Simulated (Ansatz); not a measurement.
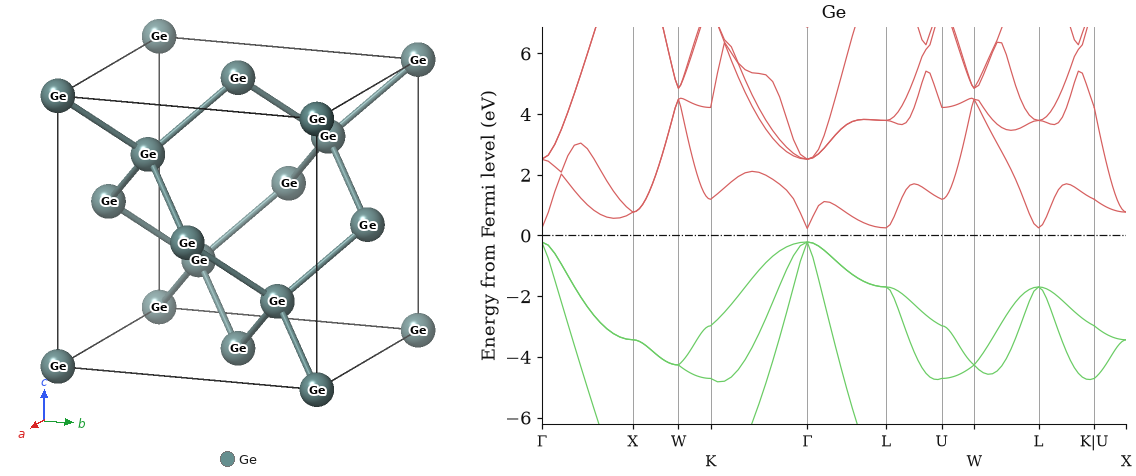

Band structure of diamond-type Ge, space group Fd-3m (No. 227), 2 atoms in the primitive cell (cubic a = 5.658 Å), beside the structure. Ansatz; r2SCAN, Ansatz PAW, no spin polarisation, no spin-orbit coupling, 8×8×8 k mesh, 500 eV cutoff, Fermi-Dirac smearing of 0.05 eV. Energies are counted from the Fermi level.

The material is gapped. The gap along this path is 0.44 eV and direct: both edges lie at Γ. At L the lowest conduction band lies only 0.02 eV higher. Three bands meet at the valence-band top at Γ: it is triply degenerate (spin aside). The top valence band spans 4.1 eV and the lowest conduction band 4.3 eV. The direct gaps are 0.44 eV at Γ, 4.17 eV at U and 8.75 eV at W.

Spin-orbit coupling is left out, which matters for Ge. The PAW data sets were made with another functional. Measured Ge has an indirect gap, with the conduction bottom at L. LDA, GGA and most meta-GGA functionals understate gaps.
